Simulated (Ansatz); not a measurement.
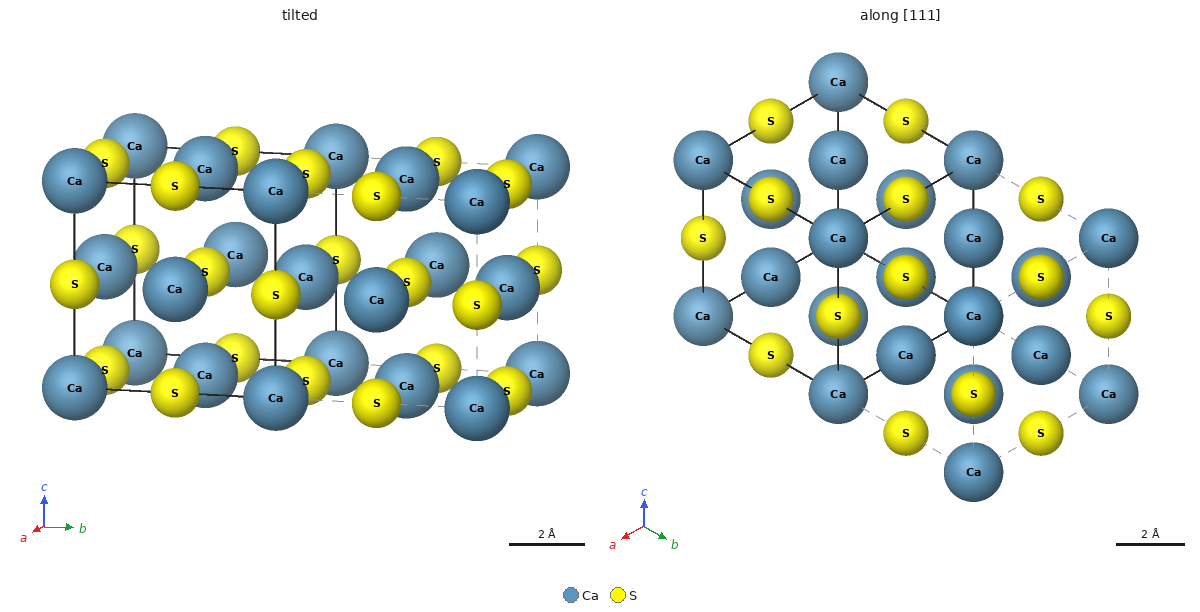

The figure gives a spheres-only picture of the atoms, viewed slightly off an axis and along [111]. Shown are 1×2×1 repeats of the conventional unit cell, one of them outlined in solid lines.

What can be read from this drawing?

It has the composition CaS. It is face-centred cubic, space group Fm-3m (No. 225). Prototype: rock salt (NaCl type). The cell comprises 4 formula units: 4 Ca, 4 S. Around each Ca lie six S in an octahedral arrangement at about 2.8 Å. Each S has six Ca in an octahedral arrangement at about 2.8 Å.

The structure was taken from a structure listed in the Materials Project, with elements exchanged, so it need not be a known form of the compound. The structure drawn was relaxed with DFT PBEsol, scalar-relativistic, plane waves, PAW (Ansatz).
